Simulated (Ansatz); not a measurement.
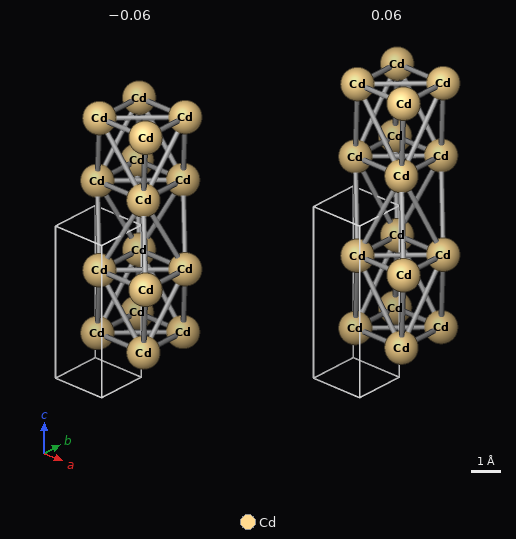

Solid Cd (set up in P6_3/mmc), under strain along c alone (the other axes held, atoms fixed by symmetry), with energies (extrapolated to zero smearing) counted from the relaxed crystal, which is the row at zero. The picture shows the first and the last member. Style: ball-and-stick. Shown: the cell of the calculation, repeated 2 × 2 × 2 with one cell outlined, slightly off an axis.

Computed with Ansatz 0.2.0: DFT r2SCAN, scalar-relativistic, plane waves, PAW. (plane-wave cutoff 500 eV; k-point mesh 24 × 24 × 10; occupations gaussian; smearing width 0.1 eV; no spin polarisation)

| strain | energy (meV/atom) | a (Å) | c (Å) |
| --- | --- | --- | --- |
| −0.06 | 13.34 | 2.962 | 5.449 |
| −0.04 | ? | ? | ? |
| −0.02 | 0.95 | 2.962 | 5.681 |
| 0.0 | 0.00 | 2.962 | 5.797 |
| 0.02 | 1.77 | 2.962 | 5.913 |
| 0.04 | 5.82 | 2.962 | 6.029 |
| 0.06 | 10.95 | 2.962 | 6.145 |

### Fill in the missing row.

A parabola through three neighbouring rows (−0.06, −0.02, 0.0) gives, with Lagrange weights, (0.3333)(13.34) + (1.0000)(0.95) + (−0.3333)(0.00) = 5.40 meV/atom. The calculation gives 5.09 meV/atom (a = 2.962 Å, c = 5.565 Å). The estimate is 0.31 meV/atom too high. From the first member to the last: Cd–Cd 3.217 → 3.516 Å.

The whole series:

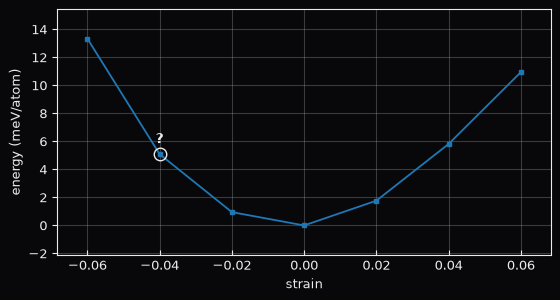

Each member starts from this one structure; whether another phase lies lower wasn't checked.
